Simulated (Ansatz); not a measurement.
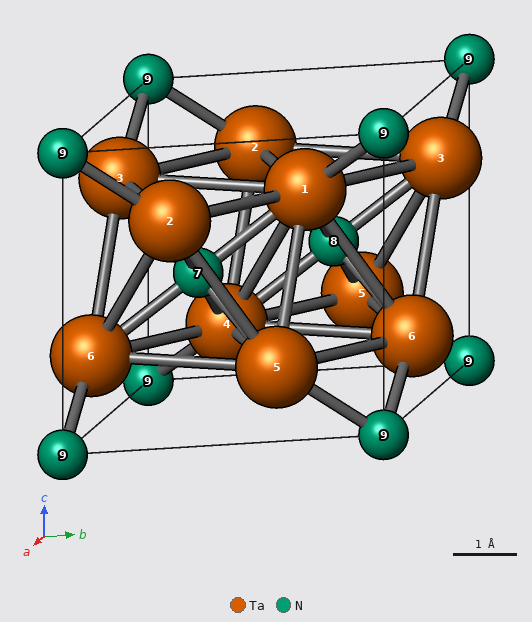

*The input geometry (ball-and-stick view of the cell of the calculation, seen slightly off an axis; atoms are numbered from 1 in the order of the input). An atom can appear more than once, as a periodic image.*

**Run report: Ta$_{2}$N, geometry relaxation**

Ta$_{2}$N (P-31m, 9 atoms in the cell), computed with DFT PBEsol, scalar-relativistic, plane waves, PAW, no spin polarisation (Ansatz 0.2.0).

The structure derives from a Materials Project entry. It belongs to a series of runs on one base structure; here: the database's cell, atoms relaxed. Figures and captions count atoms from 1; the log counts them from 0 in places.

### The program's output
```
Warning: output.stress: scf.convergence.dr2_threshold = 1e-7 eV (the SCF's general default) is looser than the 9e-10 eV advised for a printed stress (1e-10 eV for each atom of the cell: 9). What an SCF threshold leaves in a stress goes as its square root, and in the free energy as the threshold itself, and one threshold admits the most on a small cell: of the crystals measured, under no hybrid functional and no lock of the moments, on runs that ended without the residual-converged pass, on stresses that held no estimate of that error, the worst erred by over 100 MPa in a component at 1e-7 eV an atom and by under 5 at 1e-10. Every solve of this run answers to scf.convergence.dr2_threshold, and the tensor of one is reported: a single SCF on the reported geometry and on this run's grids (its basis.xc_grid and basis.ecutrho_ratio typed), with scf.convergence.dr2_threshold at 9e-10 eV or tighter, prints it and tightens no other solve. Else set scf.convergence.dr2_threshold to 9e-10 eV or tighter. The threshold is an SCF's pass mark: one that does not reach it within its budget of iterations ends unconverged, or closes short of it on a stop that the run arms, and scf.convergence.dr2_threshold's page says what that costs each kind of run
Engine: ansatz 0.2.0, aarch64-unknown-linux-gnu
Pseudopotentials: kind: paw
Pseudopotential: Ta, paw, valence charge 13, recommended cutoff 420 eV (normal), Ta.paw.azcp
Pseudopotential: N, paw, valence charge 5, recommended cutoff 420 eV (normal), N.paw.azcp
Functional definition: PBEsol
  exchange = pbesol_x
  correlation = pbesol_c
Crystal: 9 atoms, lattice volume = 119.998 Å³
Basis set: ecut = 420 eV, 2351 PW (Γ), exchange–correlation on 72×72×72 points (8 copies of the dense FFT grid, shifted against one another)
Bands: 56, of which v1, the nominal top of the filled ones, is band 47 counted from 1 (46 counted from 0)
Symmetry: 12 space group operations
Space group: P-31m (ITA 162), of the structure as read, at distance tolerance 4.9e-5 Å
k-points: 131 of 1152
Non-local potential: Ta, projectors of the file, l = 0: 3, l = 1: 2, l = 2: 2, l = 3: 1
Non-local potential: N, projectors of the file, l = 0: 2, l = 1: 2, l = 2: 1
PAW form: soft (Blöchl's): semilocal exchange-correlation on the pseudo side does not see the compensation charge
PAW frozen core: Ta, regenerated for the run's functional, and the local potential with it (the file was generated under x = pbe(κ = 0.804, μ = 0.2195149727645171), c = pbe(β = 0.06672455060314922))
PAW frozen core: N, regenerated for the run's functional, and the local potential with it (the file was generated under x = pbe(κ = 0.804, μ = 0.2195149727645171), c = pbe(β = 0.06672455060314922))
PAW one-centre angular grid: Ta, 590 points (default); XC on 64 Gauss nodes
PAW one-centre angular grid: N, 110 points (default); XC on 64 Gauss nodes
Initial density: superposition of atomic densities (neutral atoms: chi_scale 0, normalization atom), corrected by the library's trained network
Initial wavefunctions: pseudopotential atomic-orbital guess
Functional: x = pbesol(κ = 0.804, μ = 0.12345679012345678), c = pbesol(β = 0.046)
SCF iter   1: F=—  HF=-59983.921533 eV  |F-HF|=—  |Δ(HF+E_count)|=         —  Δρ=9.40e-3  dr2=8.96e-2  ethr=1.77e-3  ⟨swp⟩=6.4  Hψ=29108  notcnv=0
preconditioner: auto → Kerker (q_TF=auto, 2.615 Å⁻¹)  [metal: Δε(μ)=0.006 eV  Ē_g=7.873 eV  σ=0.100 eV  W_gap=0.03  n_scr=28 (ndim 8)  ℏωp=22.7 eV  f_vac=0.000  D(μ)=2.72/eV (n_scr^D=20)]
SCF iter   2: F=—  HF=-59983.904505 eV  |F-HF|=—  |Δ(HF+E_count)|=   1.70e-2  Δρ=3.83e-3  dr2=1.66e-2  ethr=9.64e-5  ⟨swp⟩=2.0  Hψ=10640  notcnv=0
SCF iter   3: F=—  HF=-59983.902557 eV  |F-HF|=—  |Δ(HF+E_count)|=   1.95e-3  Δρ=1.86e-3  dr2=5.02e-3  ethr=1.79e-5  ⟨swp⟩=1.1  Hψ=6993  notcnv=0
SCF iter   4: F=—  HF=-59983.901424 eV  |F-HF|=—  |Δ(HF+E_count)|=   1.13e-3  Δρ=2.67e-4  dr2=1.03e-4  ethr=5.40e-6  ⟨swp⟩=2.0  Hψ=8369  notcnv=0
SCF iter   5: F=—  HF=-59983.901428 eV  |F-HF|=—  |Δ(HF+E_count)|=   4.29e-6  Δρ=9.34e-5  dr2=9.15e-6  ethr=1.11e-7  ⟨swp⟩=2.0  Hψ=9920  notcnv=0
SCF iter   6: F=-59983.901426 eV  HF=-59983.901426 eV  |F-HF|=3.89e-7  |Δ(HF+E_count)|=   1.68e-6  Δρ=2.55e-5  dr2=7.27e-7  ethr=2.69e-9  ⟨swp⟩=11.7  Hψ=30298  notcnv=0
SCF 1 converged in 6 iterations: F = -59983.901426 eV  dr2 = 7.27e-7
  greatest PAW one-centre occupation: 1.000 electrons in one spin orbital (limit 2), on the Ta atom at site 5 (counted from 0), in its partial waves of l = 0
relax step   1: F+E_penalty+E_count = -59983.90142588 eV  Δ(F+E_penalty+E_count) = +0.000e0 eV  max|allowed force component| = 1.347e-1 eV/Å  Δτ_max = 0.0000 Å  (6 SCF iters, dr2 threshold 2.50e-6 eV, accepted)
Initial density: handed on by an earlier stage of this run
Initial wavefunctions: those handed on with the density
iter 1 solved again at ethr=5.02e-5 eV; its pass at ethr=3.10e-3 eV (dr2=4.67e-2 eV) is discarded
SCF iter   1: F=—  HF=-59983.905503 eV  |F-HF|=—  |Δ(HF+E_count)|=         —  Δρ=3.12e-3  dr2=4.24e-2  ethr=5.02e-5  ⟨swp⟩=1.9  Hψ=19269  notcnv=0  defer=345
preconditioner: auto → Kerker (q_TF=auto, 2.615 Å⁻¹)  [metal: Δε(μ)=0.033 eV  Ē_g=7.932 eV  σ=0.100 eV  W_gap=0.18  n_scr=28 (ndim 8)  ℏωp=22.7 eV  f_vac=0.000  D(μ)=2.90/eV (n_scr^D=20)]
SCF iter   2: F=—  HF=-59983.899511 eV  |F-HF|=—  |Δ(HF+E_count)|=   5.99e-3  Δρ=1.92e-3  dr2=1.82e-2  ethr=4.55e-5  ⟨swp⟩=1.0  Hψ=6988  notcnv=0  defer=345
SCF iter   3: F=—  HF=-59983.894900 eV  |F-HF|=—  |Δ(HF+E_count)|=   4.61e-3  Δρ=7.82e-4  dr2=1.22e-3  ethr=1.96e-5  ⟨swp⟩=2.0  Hψ=9396  notcnv=0  defer=345
SCF iter   4: F=—  HF=-59983.894643 eV  |F-HF|=—  |Δ(HF+E_count)|=   2.58e-4  Δρ=1.74e-4  dr2=2.87e-5  ethr=1.31e-6  ⟨swp⟩=2.0  Hψ=9935  notcnv=0  defer=345
SCF iter   5: F=—  HF=-59983.894665 eV  |F-HF|=—  |Δ(HF+E_count)|=   2.18e-5  Δρ=4.12e-5  dr2=3.49e-6  ethr=3.08e-8  ⟨swp⟩=2.2  Hψ=10611  notcnv=0  defer=345
SCF iter   6: F=-59983.894664 eV  HF=-59983.894664 eV  |F-HF|=1.59e-7  |Δ(HF+E_count)|=   7.63e-7  Δρ=1.49e-5  dr2=2.34e-7  ethr=1.22e-9  ⟨swp⟩=12.9  Hψ=31822  notcnv=0
SCF 2 converged in 6 iterations: F = -59983.894664 eV  dr2 = 2.34e-7
relax step   2: F+E_penalty+E_count = -59983.89466361 eV  Δ(F+E_penalty+E_count) = +6.762e-3 eV  max|allowed force component| = 2.333e-1 eV/Å  Δτ_max = 0.0191 Å  (6 SCF iters, dr2 threshold 1.13e-6 eV, rejected (line search))
SCF iter   1: F=—  HF=-59983.908464 eV  |F-HF|=—  |Δ(HF+E_count)|=         —  Δρ=2.08e-3  dr2=1.90e-2  ethr=2.01e-4  ⟨swp⟩=2.0  Hψ=12108  notcnv=0  defer=319
preconditioner: auto → Kerker (q_TF=auto, 2.615 Å⁻¹)  [metal: Δε(μ)=0.005 eV  Ē_g=7.909 eV  σ=0.100 eV  W_gap=0.03  n_scr=28 (ndim 8)  ℏωp=22.7 eV  f_vac=0.000  D(μ)=2.76/eV (n_scr^D=20)]
SCF iter   2: F=—  HF=-59983.905962 eV  |F-HF|=—  |Δ(HF+E_count)|=   2.50e-3  Δρ=1.25e-3  dr2=7.65e-3  ethr=2.05e-5  ⟨swp⟩=1.1  Hψ=8525  notcnv=0  defer=312
SCF iter   3: F=—  HF=-59983.903996 eV  |F-HF|=—  |Δ(HF+E_count)|=   1.97e-3  Δρ=5.22e-4  dr2=6.45e-4  ethr=8.22e-6  ⟨swp⟩=2.0  Hψ=8473  notcnv=0  defer=312
SCF iter   4: F=—  HF=-59983.903854 eV  |F-HF|=—  |Δ(HF+E_count)|=   1.42e-4  Δρ=1.15e-4  dr2=1.71e-5  ethr=6.94e-7  ⟨swp⟩=2.0  Hψ=9925  notcnv=0  defer=312
SCF iter   5: F=—  HF=-59983.903876 eV  |F-HF|=—  |Δ(HF+E_count)|=   2.16e-5  Δρ=3.50e-5  dr2=2.19e-6  ethr=1.83e-8  ⟨swp⟩=2.0  Hψ=9609  notcnv=0  defer=312
SCF iter   6: F=—  HF=-59983.903875 eV  |F-HF|=—  |Δ(HF+E_count)|=   4.69e-7  Δρ=1.08e-5  dr2=1.15e-7  ethr=2.35e-9  ⟨swp⟩=2.0  Hψ=9937  notcnv=0  defer=312
SCF iter   7: F=-59983.903875 eV  HF=-59983.903875 eV  |F-HF|=9.71e-9  |Δ(HF+E_count)|=   1.93e-8  Δρ=3.66e-6  dr2=1.53e-8  ethr=1.08e-10  ⟨swp⟩=11.3  Hψ=29511  notcnv=0
SCF 3 converged in 7 iterations: F = -59983.903875 eV  dr2 = 1.53e-8
relax step   3: F+E_penalty+E_count = -59983.90387543 eV  Δ(F+E_penalty+E_count) = -2.450e-3 eV  max|allowed force component| = 4.247e-3 eV/Å  Δτ_max = 0.0064 Å  (7 SCF iters, accepted)
```

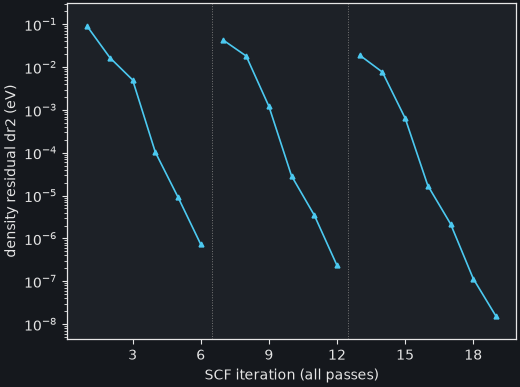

*Convergence of the self-consistent field: density residual dr2 against the SCF iteration. The dotted lines part the SCF passes of the relaxation: geometry steps, rejected trials and re-solves on a re-selected basis.*

The passes take 6, 6 and 7 iterations.

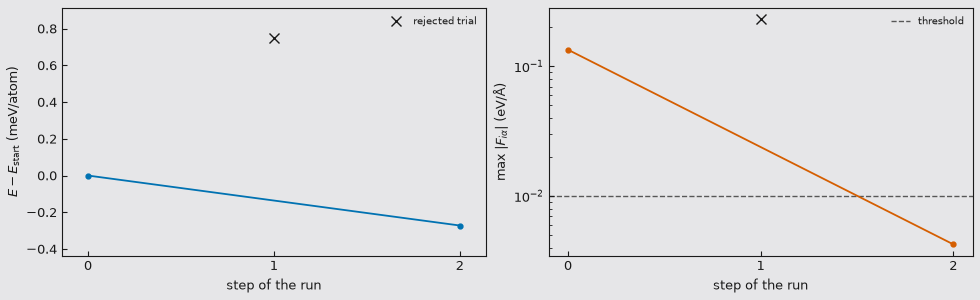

*Progress of the relaxation, step by step (the first geometry is step 0 here and step 1 in the log).*

The largest moves, 0.006 Å, are those of Ta1, Ta2, Ta3, Ta4, Ta5 and Ta6. N stays in place. The cell stays as it was. Distances before and after: Ta1–Ta4 3.005 → 3.018 Å, Ta1–Ta5 3.066 → 3.055 Å, Ta1–Ta2 3.061 → 3.055 Å. The space group stays P-31m (No. 162). The energy falls by 0.3 meV per atom in 2 geometry steps. Largest force component: 0.13 eV/Å at the start, 0.0042 eV/Å at the end. The line search rejected the trial step at point 1 (counted from 0) and went back. (Atoms are counted from 1 in the order of the input.)

```
SCF converged after 7 iterations
Free energy (F): -59983.903875 eV
Harris-Foulkes:  -59983.903875 eV  (|F-HF|=9.71e-9)
Internal energy: -59983.889989 eV  (E = F + TS)
E sigma→0 (E₀):  -59983.896932 eV
Entropy (-TS):   -0.013887 eV (-1.543 meV/atom)
Fermi energy:    19.707823 eV
--- Per-component energies (eV) ---
  E_band       = -515.344038
  E_kinetic    = 2596.317498
  E_local      = -3659.058910  (includes V_loc(G=0)·N_el)
  E_nonlocal   = 238.460358
  E_hartree    = 1258.188434
  E_xc         = -1484.757242
  E_vxc        = -1456.541471  (∫ρ·V_xc dr)
  E_paw        = -50003.893074  (= ΣΔE_a)
  E_vpaw       = -750.900455  (= ΣTr[D̂ρ^β])
  E_aug_tail   = 0.001217  (compensation charges beyond the density's cutoff)
  E_ewald      = -8930.514446
  E_core_change = 1.366175  (= ΣΔE_core)
  E_smearing   = -0.013887  (= −TS)
  E_closure    = 0.000000  (closes the sum)
  Σ components = -59983.903875   (vs F -59983.903875, Δ=0.00e0)
--- Forces (eV/Å), atoms counted from 1 ---
  atom   1  Ta    -0.00212346    -0.00367794    -0.00210731
  atom   2  Ta    -0.00212346     0.00367794    -0.00210731
  atom   3  Ta     0.00424691    -0.00000000    -0.00210731
  atom   4  Ta     0.00212346     0.00367794     0.00210731
  atom   5  Ta     0.00212346    -0.00367794     0.00210731
  atom   6  Ta    -0.00424691     0.00000000     0.00210731
  atom   7  N     -0.00000000     0.00000000    -0.00000000
  atom   8  N      0.00000000    -0.00000000     0.00000000
  atom   9  N     -0.00000000    -0.00000000     0.00000000
  max |Σ_I F_I| component: 3.04e-17 eV/Å
--- Stress (GPa, compression-positive) ---
       -5.226342      -0.000000      -0.000000
        0.000000      -5.226342       0.000000
       -0.000000       0.000000      -5.187718
  P = ⅓ Tr σ = -5.2135 GPa (-52.135 kbar)
--- Band table (eV; the first three rows and the last of 131) ---
  k-point 0: bands = ["-48.6524", "-48.5773", "-48.5640", "-48.5640", "-48.5634", "-48.5634", "-15.9489", "-15.5625", "-15.3996", "-15.3996", "-15.3860", "-15.3860", "-15.3339", "-15.2589", "-15.2220", "-15.1271", "-15.1271", "-15.1097", "-15.1097", "-14.8478", "-14.8478", "-14.7477", "-14.7477", "-14.6995", "1.9751", "3.3987", "3.9991", "11.1356", "12.4803", "12.4803", "12.7552", "12.7552", "13.4003", "13.4003", "13.5243", "13.7226", "13.8259", "16.5624", "17.0448", "17.0448", "17.7255", "17.7255", "18.0635", "18.8865", "19.2370", "19.2370", "19.3493", "19.5871", "19.5871", "20.3982", "20.3982", "21.4262", "21.4262", "22.6297", "22.6324", "23.2382"]
  k-point 1: bands = ["-48.6495", "-48.5802", "-48.5642", "-48.5642", "-48.5632", "-48.5632", "-15.9184", "-15.5505", "-15.4934", "-15.4934", "-15.3185", "-15.3180", "-15.3180", "-15.2778", "-15.2349", "-15.1722", "-15.1722", "-15.0439", "-15.0439", "-14.8399", "-14.8399", "-14.7474", "-14.7474", "-14.7332", "2.0527", "3.4047", "3.9240", "11.1847", "12.0545", "12.0545", "13.1138", "13.1138", "13.3168", "13.4494", "13.4494", "13.5036", "14.3320", "16.6503", "17.1249", "17.1249", "17.7163", "17.7163", "18.0078", "18.7669", "18.9909", "18.9909", "19.3217", "19.8002", "19.8002", "20.6221", "20.6221", "21.3547", "21.3547", "22.2158", "22.6794", "23.1467"]
  k-point 2: bands = ["-48.6415", "-48.5883", "-48.5645", "-48.5645", "-48.5629", "-48.5629", "-15.8326", "-15.5815", "-15.5815", "-15.5165", "-15.3415", "-15.3335", "-15.3335", "-15.2711", "-15.2653", "-15.1405", "-15.1405", "-14.9860", "-14.9860", "-14.8248", "-14.8224", "-14.8224", "-14.7430", "-14.7430", "2.2719", "3.4194", "3.7104", "11.3205", "11.6112", "11.6112", "12.9331", "13.1400", "13.1400", "13.4551", "13.8264", "13.8264", "15.0178", "16.8861", "17.2951", "17.2951", "17.7383", "17.7383", "17.8807", "18.4482", "18.6608", "18.6608", "19.1068", "20.1077", "20.1077", "21.0942", "21.0942", "21.3256", "21.3256", "21.4657", "22.7241", "22.7241"]
  k-point 130: bands = ["-48.6009", "-48.6008", "-48.6008", "-48.5614", "-48.5605", "-48.5605", "-15.6940", "-15.6940", "-15.6264", "-15.4220", "-15.3264", "-15.3264", "-15.3085", "-15.3085", "-15.2702", "-15.0957", "-15.0380", "-15.0380", "-14.9770", "-14.9770", "-14.9061", "-14.7846", "-14.7406", "-14.7406", "3.1298", "3.1298", "3.1689", "11.2807", "11.5402", "11.5402", "13.0140", "13.0140", "13.5422", "13.7591", "13.9414", "13.9414", "15.5645", "15.9256", "15.9256", "16.2900", "16.8085", "16.8085", "17.8941", "17.8941", "18.2056", "19.7798", "19.7798", "20.4206", "21.3987", "21.8125", "21.8125", "22.2374", "22.2374", "22.3181", "23.0895", "23.0895"]
--- Relaxed structure (3 steps of the walk, 2 accepted, 0 SCFs on fresh bases) ---
  F+E_penalty+E_count = -59983.90387543 eV   max|allowed force component| = 4.247e-3 eV/Å
  atoms:
    - { symbol: Ta, position: [0.6670197079862872, 0.6670197079862872, 0.7525303045159706] }
    - { symbol: Ta, position: [0.0, 0.33298029201371276, 0.7525303045159706] }
    - { symbol: Ta, position: [0.33298029201371276, -1.0505149537222641e-20, 0.7525303045159706] }
    - { symbol: Ta, position: [0.33298029201371276, 0.33298029201371276, 0.24746969548402944] }
    - { symbol: Ta, position: [-5.551115123125783e-17, 0.6670197079862872, 0.24746969548402944] }
    - { symbol: Ta, position: [0.6670197079862873, -1.0505149537222646e-20, 0.24746969548402944] }
    - { symbol: N, position: [0.6666666666666666, 0.3333333333333333, 0.5] }
    - { symbol: N, position: [0.3333333333333333, 0.6666666666666666, 0.5] }
    - { symbol: N, position: [3.845151601177827e-21, -1.0505149537222646e-20, 5.853611913025808e-20] }
```

### Trajectory as extended XYZ (Å, eV, eV/Å), 3 frames, from step=1 to step=3
```
9
Lattice="5.2966 0.0000 0.0000 -2.6483 4.5870 0.0000 0.0000 0.0000 4.9392" Properties=species:S:1:pos:R:3:forces:R:3 step=1 energy=-59983.90143
Ta    1.7647    3.0566    3.7223    0.0140   0.0243  -0.1347
Ta   -0.8836    1.5304    3.7223    0.0140  -0.0243  -0.1347
Ta    1.7671    0.0000    3.7223   -0.0280   0.0000  -0.1347
Ta    0.8836    1.5304    1.2169   -0.0140  -0.0243   0.1347
Ta   -1.7647    3.0566    1.2169   -0.0140   0.0243   0.1347
Ta    3.5294    0.0000    1.2169    0.0280   0.0000   0.1347
N     2.6483    1.5290    2.4696    0.0000   0.0000   0.0000
N     0.0000    3.0580    2.4696    0.0000   0.0000   0.0000
N     0.0000    0.0000    0.0000    0.0000   0.0000   0.0000
9
Lattice="5.2966 0.0000 0.0000 -2.6483 4.5870 0.0000 0.0000 0.0000 4.9392" Properties=species:S:1:pos:R:3:forces:R:3 step=2 energy=-59983.89466 accepted=F
Ta    1.7703    3.0662    3.7068   -0.0457  -0.0792   0.2333
Ta   -0.8780    1.5208    3.7068   -0.0457   0.0792   0.2333
Ta    1.7560    0.0000    3.7068    0.0915   0.0000   0.2333
Ta    0.8780    1.5208    1.2324    0.0457   0.0792  -0.2333
Ta   -1.7703    3.0662    1.2324    0.0457  -0.0792  -0.2333
Ta    3.5406    0.0000    1.2324   -0.0915   0.0000  -0.2333
N     2.6483    1.5290    2.4696    0.0000   0.0000   0.0000
N     0.0000    3.0580    2.4696    0.0000   0.0000   0.0000
N     0.0000    0.0000    0.0000    0.0000   0.0000   0.0000
9
Lattice="5.2966 0.0000 0.0000 -2.6483 4.5870 0.0000 0.0000 0.0000 4.9392" Properties=species:S:1:pos:R:3:forces:R:3 step=3 energy=-59983.90388
Ta    1.7665    3.0596    3.7169   -0.0021  -0.0037  -0.0021
Ta   -0.8818    1.5274    3.7169   -0.0021   0.0037  -0.0021
Ta    1.7637    0.0000    3.7169    0.0042   0.0000  -0.0021
Ta    0.8818    1.5274    1.2223    0.0021   0.0037   0.0021
Ta   -1.7665    3.0596    1.2223    0.0021  -0.0037   0.0021
Ta    3.5329    0.0000    1.2223   -0.0042   0.0000   0.0021
N     2.6483    1.5290    2.4696    0.0000   0.0000   0.0000
N     0.0000    3.0580    2.4696    0.0000   0.0000   0.0000
N     0.0000    0.0000    0.0000    0.0000   0.0000   0.0000
```

This output came from the following input.

### Input file
```yaml
crystal:
  lattice:
    - [5.2965720514, 0.0, 0.0]
    - [-2.6482860257, 4.5869659495, 0.0]
    - [0.0, 0.0, 4.9391825701]
  atoms:
    - { symbol: Ta, position: [0.66636167, 0.66636167, 0.75361826] }
    - { symbol: Ta, position: [0.0, 0.33363833, 0.75361826] }
    - { symbol: Ta, position: [0.33363833, 0.0, 0.75361826] }
    - { symbol: Ta, position: [0.33363833, 0.33363833, 0.24638174] }
    - { symbol: Ta, position: [0.0, 0.66636167, 0.24638174] }
    - { symbol: Ta, position: [0.66636167, 0.0, 0.24638174] }
    - { symbol: "N", position: [0.66666667, 0.33333333, 0.5] }
    - { symbol: "N", position: [0.33333333, 0.66666667, 0.5] }
    - { symbol: "N", position: [0.0, 0.0, 0.0] }
basis:
  ecutwfc: 420
kpoints:
  mp_grid: { grid: [12, 12, 8] }
hamiltonian:
  xc: pbesol
scf:
  occupations: { method: gaussian, width: 0.1 }
output:
  forces: true
  stress: true
  eigenvalues: true
relax:
  adjacent_minimum: "off"
  f_tol: 0.01
  max_steps: 40
```

Launched with:
```bash
ansatz run input.yaml --threads 2 --pin off --max-ram 5120MiB --backend cpu --events-out ev --progress --plain --runs-dir out
```

### Key numbers

- outcome: converged
- space group (tolerance 0.01 Å): P-31m (162)
- electrons treated: 93
- free energy: −59983.9039 eV
- Fermi energy: 19.708 eV
- gap on the k-point mesh: none (metallic)
- pressure: −5.21 GPa
- final volume: 120.00 Å³
- largest force (length of the vector) at the end: 0.005 eV/Å
- final cell: a = 5.297 Å, b = 5.297 Å, c = 4.939 Å, α = 90.00°, β = 90.00°, γ = 120.00°
- hardware: 2 threads of Arm Neoverse V1, 24 GiB of memory available, shared host
- wall time: 1.7 min (CPU time 3.4 min)
- peak memory: 0.82 GiB

### Notes

The program warns: the SCF threshold is looser than advised for the printed stress. Spin–orbit coupling is left out, which matters for Ta. The cell holds an odd number of electrons but the run has no spin polarisation, so a band is left half filled. The cell is under a tension of 5.2 GPa at this level, so it is not at its equilibrium volume.
